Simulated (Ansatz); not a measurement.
## Geometry relaxation of C (part 3 of 3)

The same run, continued: C (slab, 22 atoms in the cell); DFT PBEsol, scalar-relativistic, plane waves, PAW, no spin polarisation (Ansatz 0.2.0); cutoff 420 eV, 14×2×1 k-mesh, Gaussian smearing of 0.1 eV. The structure derives from a Materials Project entry. It belongs to a series of runs on one base structure; here: (2 0 1) slab, atoms relaxed.

Geometry of the input (Å; fractional positions):
```
2.4588  0.0000  0.0000
-1.2294  17.1783  0.0000
0.0000  0.0000  26.2692
C  0.5026  0.0051  0.2855
C  0.0051  0.0102  0.3123
C  0.2564  0.5128  0.3257
C  0.7590  0.5179  0.3525
C  0.0102  0.0205  0.3659
C  0.5128  0.0256  0.3928
C  0.7641  0.5282  0.4062
C  0.2666  0.5333  0.4330
C  0.5179  0.0359  0.4464
C  0.0205  0.0410  0.4732
C  0.2718  0.5435  0.4866
C  0.7743  0.5487  0.5134
C  0.0256  0.0512  0.5268
C  0.5282  0.0563  0.5536
C  0.7795  0.5589  0.5670
C  0.2820  0.5640  0.5938
C  0.5333  0.0666  0.6072
C  0.0359  0.0717  0.6341
C  0.2871  0.5743  0.6475
C  0.7897  0.5794  0.6743
C  0.0410  0.0820  0.6877
C  0.5435  0.0871  0.7145
```

**Output, continued**
```
  k-point 0: bands = ["-22.5649", "-22.5299", "-22.1323", "-21.8817", "-21.3695", "-20.8285", "-20.3582", "-19.4496", "-19.1163", "-17.8867", "-17.7944", "-15.1866", "-14.8766", "-13.1925", "-12.4523", "-11.0942", "-10.6709", "-10.6228", "-10.1629", "-9.9498", "-9.8926", "-9.5980", "-9.5943", "-9.3499", "-9.3296", "-9.2110", "-8.9997", "-8.7935", "-8.7829", "-8.4929", "-8.2822", "-8.1138", "-7.6522", "-7.5362", "-7.4674", "-7.3610", "-7.1267", "-7.0800", "-6.7709", "-6.6045", "-6.1910", "-6.0481", "-3.0959", "-3.0436", "-2.9833", "-2.9393", "-0.6214", "-0.3821", "0.3439", "1.0002", "1.0237", "1.1420", "1.1605", "1.6901", "1.7178", "1.7743", "1.7886", "2.2965", "2.3262", "2.3915", "2.4614", "2.6673", "2.7903", "2.7940", "2.9682", "2.9691"]
  k-point 1: bands = ["-22.5649", "-22.5299", "-22.1323", "-21.8817", "-21.3695", "-20.8285", "-20.3582", "-19.4496", "-19.1163", "-17.8867", "-17.7944", "-15.1866", "-14.8766", "-13.1925", "-12.4522", "-11.0942", "-10.6709", "-10.6228", "-10.1629", "-9.9498", "-9.8926", "-9.5980", "-9.5943", "-9.3500", "-9.3296", "-9.2110", "-8.9997", "-8.7935", "-8.7829", "-8.4929", "-8.2822", "-8.1138", "-7.6522", "-7.5362", "-7.4673", "-7.3609", "-7.1267", "-7.0799", "-6.7709", "-6.6044", "-6.1910", "-6.0481", "-3.0959", "-3.0435", "-2.9832", "-2.9392", "-0.6213", "-0.3820", "0.5104", "0.5516", "1.1200", "1.1527", "1.2793", "1.7173", "1.8804", "1.8836", "1.9775", "2.0292", "2.3871", "2.4019", "2.5182", "2.5412", "2.5821", "2.6090", "2.8445", "3.0519"]
  k-point 2: bands = ["-22.4745", "-22.4395", "-22.0426", "-21.7924", "-21.2811", "-20.7412", "-20.2719", "-19.3662", "-19.0336", "-17.8094", "-17.7170", "-15.1156", "-14.8072", "-13.1364", "-12.4023", "-11.0678", "-10.5616", "-10.5134", "-10.0540", "-10.0065", "-9.9814", "-9.9248", "-9.7837", "-9.7297", "-9.5854", "-9.2216", "-9.1588", "-9.0472", "-8.8448", "-8.6750", "-8.4385", "-8.1750", "-8.0448", "-7.7486", "-7.5630", "-7.3596", "-7.1455", "-7.1204", "-7.0193", "-6.9561", "-6.0808", "-5.9382", "-3.0773", "-3.0371", "-3.0003", "-2.9653", "-0.6526", "-0.4154", "0.4685", "1.1116", "1.1196", "1.1359", "1.2842", "1.7208", "1.8006", "1.8664", "1.9111", "2.4167", "2.4272", "2.5215", "2.5882", "2.7792", "2.8808", "2.9242", "3.0160", "3.0940"]
  k-point 15: bands = ["-18.2796", "-18.2708", "-18.2486", "-18.2485", "-17.9162", "-17.9002", "-17.7183", "-17.7182", "-17.4875", "-16.7561", "-16.5220", "-16.5219", "-16.2262", "-16.0185", "-15.3842", "-15.3841", "-15.1111", "-15.0679", "-14.1658", "-14.1657", "-14.0966", "-14.0331", "-11.4394", "-11.3542", "-11.2062", "-11.2061", "-10.3790", "-10.1432", "-9.9888", "-9.9888", "-9.7512", "-5.8107", "-5.7788", "-5.7773", "-5.7772", "-5.6185", "-5.5404", "-5.4910", "-5.4909", "-5.4438", "-3.7010", "-3.6877", "-3.6847", "-3.6847", "-2.8261", "-2.8057", "-2.8056", "-2.8040", "-1.3929", "-1.2772", "-1.2769", "-1.1917", "-1.0540", "-0.7118", "-0.7116", "-0.6307", "-0.5846", "4.5881", "4.9355", "4.9357", "5.0860", "5.7176", "6.3805", "6.3910", "6.6898", "6.6913"]
--- Relaxed structure (6 steps of the walk, 6 accepted, 0 SCFs on fresh bases) ---
  F+E_penalty+E_count = -5413.55659856 eV   max|allowed force component| = 1.094e-2 eV/Å
  atoms:
    - { symbol: C, position: [0.5030219105886959, 0.006027162241537366, 0.28721308634934684] }
    - { symbol: C, position: [0.005251595794831495, 0.010499765686393462, 0.31050520213523297] }
    - { symbol: C, position: [0.2562231711465817, 0.512415074595546, 0.32745787691660105] }
    - { symbol: C, position: [0.7584888429865786, 0.5169464186112984, 0.3508155721307106] }
    - { symbol: C, position: [0.010507417327376596, 0.021087783048063267, 0.3660548745055221] }
    - { symbol: C, position: [0.5130156377181645, 0.02609049461324175, 0.3923329932116625] }
    - { symbol: C, position: [0.763820417787642, 0.5276196347487234, 0.4063585898452583] }
    - { symbol: C, position: [0.2663321004226485, 0.5326449574087031, 0.43263227256389414] }
    - { symbol: C, position: [0.5181619164358766, 0.03636852101291641, 0.446401959921927] }
    - { symbol: C, position: [0.020690997979684208, 0.04142703426691181, 0.4730251881524197] }
    - { symbol: C, position: [0.27149035292013546, 0.542958443377063, 0.48674453343905294] }
    - { symbol: C, position: [0.7740189025989731, 0.5480107794734668, 0.5133077297629833] }
    - { symbol: C, position: [0.025817413891858383, 0.0516788398536726, 0.5269399415191532] }
    - { symbol: C, position: [0.5283575138533364, 0.056758705704350466, 0.553561490842087] }
    - { symbol: C, position: [0.7791618161716594, 0.5583071702348651, 0.5674213291296316] }
    - { symbol: C, position: [0.28165864305124344, 0.5633158301272895, 0.5936964626226697] }
    - { symbol: C, position: [0.5335354124973795, 0.06711777985912276, 0.6076241031919507] }
    - { symbol: C, position: [0.03605830868002654, 0.07217218059602237, 0.6338980243989547] }
    - { symbol: C, position: [0.2870033362647361, 0.5739359286466035, 0.6492441306962324] }
    - { symbol: C, position: [0.7892654968999167, 0.578446412664647, 0.6726034664170257] }
    - { symbol: C, position: [0.04146023700937522, 0.08289285167288697, 0.689436646462527] }
    - { symbol: C, position: [0.5437293620732789, 0.08741983975667464, 0.7127245257851555] }
```

**Trajectory as extended XYZ (Å, eV, eV/Å), 6 frames, from step=1 to step=6**
```
22
Lattice="2.4588 0.0000 0.0000 -1.2294 17.1783 0.0000 0.0000 0.0000 26.2692" Properties=species:S:1:pos:R:3:forces:R:3 step=1 energy=-5413.06805
C     1.2294    0.0880    7.5000    0.0000   0.2294   1.8609
C     0.0000    0.1760    8.2043   -0.0001  -0.3410  -2.7493
C     0.0000    8.8091    8.5565    0.0000   0.2319   1.8930
C     1.2294    8.8971    9.2608    0.0000  -0.3490  -2.8222
C     0.0000    0.3519    9.6130    0.0000   0.1224   0.9718
C     1.2294    0.4399   10.3173    0.0000  -0.0257  -0.2045
C     1.2294    9.0730   10.6695    0.0000   0.1297   1.0319
C     0.0000    9.1610   11.3738    0.0000  -0.0342  -0.2718
C     1.2294    0.6159   11.7259    0.0000   0.0172   0.1366
C     0.0000    0.7039   12.4303    0.0000  -0.0080  -0.0644
C     0.0000    9.3370   12.7824    0.0000   0.0266   0.2118
C     1.2294    9.4250   13.4868    0.0000  -0.0265  -0.2118
C     0.0000    0.8799   13.8389    0.0000   0.0080   0.0644
C     1.2294    0.9678   14.5432    0.0000  -0.0172  -0.1365
C     1.2294    9.6010   14.8954    0.0000   0.0342   0.2718
C     0.0000    9.6889   15.5997    0.0000  -0.1297  -1.0320
C     1.2294    1.1438   15.9519    0.0000   0.0257   0.2045
C     0.0000    1.2318   16.6562    0.0000  -0.1224  -0.9719
C     0.0000    9.8649   17.0084    0.0000   0.3490   2.8224
C     1.2294    9.9529   17.7127    0.0000  -0.2317  -1.8932
C     0.0000    1.4078   18.0649    0.0000   0.3411   2.7499
C     1.2294    1.4958   18.7692    0.0000  -0.2295  -1.8615
22
Lattice="2.4588 0.0000 0.0000 -1.2294 17.1783 0.0000 0.0000 0.0000 26.2692" Properties=species:S:1:pos:R:3:forces:R:3 step=2 energy=-5413.32931
C     1.2294    0.0889    7.5163    0.0000   0.1704   1.2990
C     0.0000    0.1739    8.1886    0.0001  -0.2422  -1.9019
C     0.0000    8.8103    8.5728    0.0000   0.1734   1.3530
C     1.2294    8.8956    9.2444    0.0000  -0.2533  -1.9859
C     0.0000    0.3524    9.6124    0.0000   0.0991   0.7921
C     1.2294    0.4402   10.3151    0.0000  -0.0407  -0.3319
C     1.2294    9.0740   10.6690   -0.0001   0.1063   0.8501
C     0.0000    9.1616   11.3713    0.0001  -0.0492  -0.3995
C     1.2294    0.6162   11.7258    0.0000   0.0254   0.2018
C     0.0000    0.7039   12.4298    0.0000  -0.0196  -0.1601
C     0.0000    9.3374   12.7828    0.0000   0.0351   0.2830
C     1.2294    9.4250   13.4864    0.0000  -0.0355  -0.2828
C     0.0000    0.8795   13.8393    0.0000   0.0199   0.1601
C     1.2294    0.9672   14.5434    0.0000  -0.0252  -0.2021
C     1.2294    9.6008   14.8979   -0.0001   0.0488   0.3995
C     0.0000    9.6884   15.6003    0.0000  -0.1065  -0.8499
C     1.2294    1.1432   15.9540    0.0001   0.0410   0.3320
C     0.0000    1.2310   16.6567   -0.0001  -0.0991  -0.7922
C     0.0000    9.8668   17.0248    0.0001   0.2538   1.9863
C     1.2294    9.9522   17.6965    0.0000  -0.1766  -1.3539
C     0.0000    1.4095   18.0806    0.0000   0.2417   1.9016
C     1.2294    1.4946   18.7528    0.0000  -0.1670  -1.2987
22
Lattice="2.4588 0.0000 0.0000 -1.2294 17.1783 0.0000 0.0000 0.0000 26.2692" Properties=species:S:1:pos:R:3:forces:R:3 step=3 energy=-5413.48095
C     1.2294    0.1080    7.5340    0.0006  -0.0760  -0.4843
C     0.0000    0.1775    8.1310   -0.0006   0.0480   0.2247
C     0.0000    8.8027    8.6038    0.0000  -0.0869  -0.6195
C     1.2294    8.8762    9.1954    0.0000   0.0634   0.4168
C     0.0000    0.3558    9.5869   -0.0003   0.0235   0.2053
C     1.2294    0.4408   10.2737    0.0002   0.0954   0.7760
C     1.2294    9.0606   10.6545    0.0005   0.0129   0.1107
C     0.0000    9.1469   11.3389   -0.0005   0.1187   0.9685
C     1.2294    0.6204   11.7158   -0.0006  -0.0642  -0.5112
C     0.0000    0.7078   12.4140    0.0005   0.0766   0.6226
C     0.0000    9.3287   12.7875   -0.0002  -0.0892  -0.7073
C     1.2294    9.4155   13.4823    0.0002   0.0879   0.7046
C     0.0000    0.8887   13.8549   -0.0004  -0.0773  -0.6214
C     1.2294    0.9767   14.5531    0.0003   0.0643   0.5165
C     1.2294    9.5961   14.9310    0.0005  -0.1188  -0.9686
C     0.0000    9.6814   15.6154   -0.0005  -0.0128  -0.1169
C     1.2294    1.1585   15.9951   -0.0011  -0.0972  -0.7795
C    -0.0001    1.2452   16.6817    0.0012  -0.0253  -0.2024
C     0.0000    9.8621   17.0747   -0.0005  -0.0693  -0.4114
C     1.2294    9.9326   17.6667    0.0005   0.0917   0.6238
C    -0.0001    1.4285   18.1371   -0.0003  -0.0406  -0.2284
C     1.2293    1.5019   18.7337    0.0005   0.0701   0.4823
22
Lattice="2.4588 0.0000 0.0000 -1.2294 17.1783 0.0000 0.0000 0.0000 26.2692" Properties=species:S:1:pos:R:3:forces:R:3 step=4 energy=-5413.55511
C     1.2295    0.1070    7.5414   -0.0050  -0.0075   0.0032
C     0.0000    0.1810    8.1544    0.0048  -0.0019  -0.0866
C     0.0000    8.8024    8.6006   -0.0003  -0.0082  -0.0358
C     1.2294    8.8795    9.2134    0.0003   0.0011  -0.0236
C     0.0000    0.3598    9.6103    0.0004   0.0185   0.1448
C     1.2294    0.4453   10.3023   -0.0002   0.0039   0.0347
C     1.2294    9.0629   10.6701   -0.0004   0.0141   0.1122
C     0.0000    9.1497   11.3614    0.0004   0.0091   0.0812
C     1.2294    0.6219   11.7247    0.0004  -0.0017  -0.0179
C     0.0000    0.7093   12.4254   -0.0004  -0.0005  -0.0036
C     0.0000    9.3279   12.7860    0.0001  -0.0086  -0.0695
C     1.2294    9.4151   13.4843   -0.0001   0.0087   0.0686
C     0.0000    0.8869   13.8432    0.0004   0.0007   0.0039
C     1.2294    0.9750   14.5438   -0.0003   0.0020   0.0196
C     1.2294    9.5926   14.9091   -0.0003  -0.0087  -0.0803
C     0.0000    9.6787   15.6004    0.0004  -0.0144  -0.1143
C     1.2294    1.1541   15.9659    0.0009  -0.0039  -0.0364
C     0.0000    1.2414   16.6577   -0.0007  -0.0186  -0.1438
C     0.0000    9.8598   17.0573    0.0046  -0.0043   0.0257
C     1.2295    9.9351   17.6704   -0.0048   0.0115   0.0358
C     0.0000    1.4252   18.1131    0.0046   0.0060   0.0850
C     1.2295    1.5021   18.7257   -0.0048   0.0034  -0.0031
22
Lattice="2.4588 0.0000 0.0000 -1.2294 17.1783 0.0000 0.0000 0.0000 26.2692" Properties=species:S:1:pos:R:3:forces:R:3 step=5 energy=-5413.55653
C     1.2293    0.1041    7.5458    0.0106  -0.0030  -0.0032
C     0.0001    0.1804    8.1578   -0.0109   0.0016  -0.0253
C     0.0000    8.8024    8.6028    0.0004  -0.0018  -0.0022
C     1.2294    8.8801    9.2166   -0.0004  -0.0006  -0.0186
C     0.0000    0.3625    9.6156   -0.0026   0.0015   0.0420
C     1.2294    0.4482   10.3064    0.0028  -0.0029  -0.0180
C     1.2294    9.0639   10.6745    0.0010   0.0031   0.0318
C     0.0000    9.1504   11.3650   -0.0011  -0.0021  -0.0147
C     1.2294    0.6240   11.7265    0.0004   0.0023   0.0121
C     0.0000    0.7107   12.4261   -0.0003   0.0023  -0.0057
C     0.0000    9.3277   12.7862   -0.0016   0.0001   0.0127
C     1.2294    9.4143   13.4843    0.0017  -0.0013  -0.0126
C     0.0000    0.8873   13.8423   -0.0008  -0.0013   0.0055
C     1.2294    0.9747   14.5419    0.0009  -0.0019  -0.0122
C     1.2294    9.5908   14.9055    0.0034   0.0026   0.0149
C     0.0001    9.6768   15.5961   -0.0031  -0.0018  -0.0328
C     1.2294    1.1526   15.9617    0.0007   0.0027   0.0181
C     0.0000    1.2396   16.6523   -0.0005  -0.0036  -0.0412
C     0.0002    9.8594   17.0542   -0.0107  -0.0013   0.0194
C     1.2293    9.9364   17.6680    0.0103   0.0031   0.0020
C     0.0001    1.4242   18.1098   -0.0101   0.0006   0.0249
C     1.2293    1.5019   18.7217    0.0097   0.0017   0.0033
22
Lattice="2.4588 0.0000 0.0000 -1.2294 17.1783 0.0000 0.0000 0.0000 26.2692" Properties=species:S:1:pos:R:3:forces:R:3 step=6 energy=-5413.55660
C     1.2294    0.1035    7.5449   -0.0009   0.0007   0.0017
C     0.0000    0.1804    8.1567    0.0002  -0.0001   0.0109
C     0.0000    8.8024    8.6021    0.0000   0.0000  -0.0005
C     1.2294    8.8802    9.2156   -0.0001   0.0004   0.0095
C    -0.0001    0.3623    9.6160    0.0014   0.0004  -0.0063
C     1.2293    0.4482   10.3063   -0.0005  -0.0010  -0.0030
C     1.2294    9.0636   10.6747    0.0000  -0.0007  -0.0045
C     0.0000    9.1499   11.3649    0.0001  -0.0006  -0.0007
C     1.2294    0.6247   11.7266   -0.0001  -0.0003  -0.0036
C    -0.0001    0.7116   12.4260    0.0001  -0.0009  -0.0017
C     0.0000    9.3271   12.7864    0.0002   0.0001  -0.0021
C     1.2294    9.4139   13.4842   -0.0003   0.0000   0.0021
C    -0.0001    0.8878   13.8423    0.0000   0.0011   0.0017
C     1.2294    0.9750   14.5416    0.0000   0.0006   0.0038
C     1.2294    9.5907   14.9057   -0.0007   0.0007   0.0009
C     0.0000    9.6768   15.5959    0.0014   0.0001   0.0047
C     1.2293    1.1530   15.9618   -0.0004   0.0006   0.0028
C    -0.0001    1.2398   16.6520    0.0012   0.0003   0.0061
C     0.0001    9.8592   17.0551    0.0003   0.0003  -0.0097
C     1.2295    9.9367   17.6687   -0.0009  -0.0002   0.0004
C     0.0000    1.4240   18.1109    0.0000  -0.0007  -0.0107
C     1.2295    1.5017   18.7227   -0.0008  -0.0007  -0.0017
```

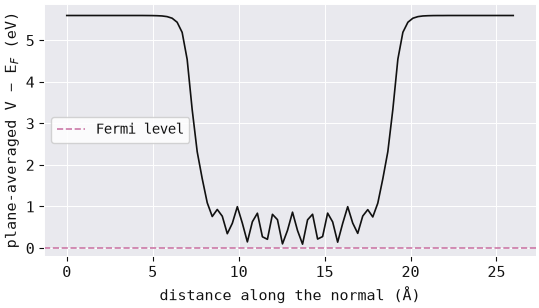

Fig. 1: Plane average of the electrostatic potential energy of an electron across the cell, from the Fermi level. The vacuum level lies 5.59 eV above the Fermi level.

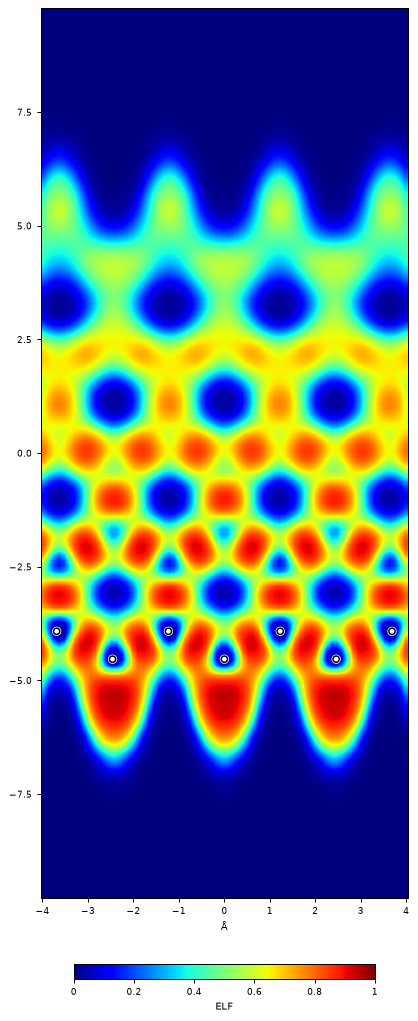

Fig. 2: Electron localisation function on the (010) plane of the calculation cell, a cut from vacuum to vacuum. Circles mark the nuclei in the plane (C). Atoms in the plane: C. C–C (1.38 Å): the ELF peaks at about 0.90 between the atoms, which marks a covalent bond. The fields are those of the smooth PAW valence density.

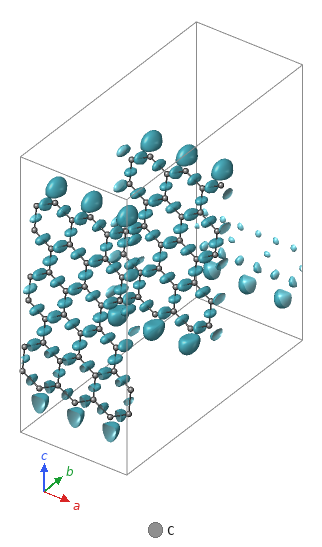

Fig. 3: Isosurface of the electron localisation function at 0.85 (cyan), seen at an oblique angle. Only the valence region is drawn (cores and ρ < 0.01 e/Å³ removed). Sticks mark near contacts. Values along the shortest contacts: C–C (1.42 Å): the ELF peaks at about 0.95 between the atoms, as expected for localised, shared-pair bonding.

**Results in brief**

- outcome: converged
- electrons treated: 88
- free energy: −5413.5566 eV
- work function, top face: 5.59 eV
- work function, bottom face: 5.59 eV
- Fermi energy: −3.169 eV
- gap on the k-point mesh: none (metallic)
- final volume: 1109.56 Å³
- work function (upper face): 5.59 eV
- largest force (length of the vector) at the end: 0.011 eV/Å
- wall time: 7.1 min (CPU time 14 min)
- peak memory: 1.7 GiB

**Notes**

Warnings of the run: the k-point mesh lowers the symmetry that the run can use; the exchange-correlation potential is rough where the density is thin.
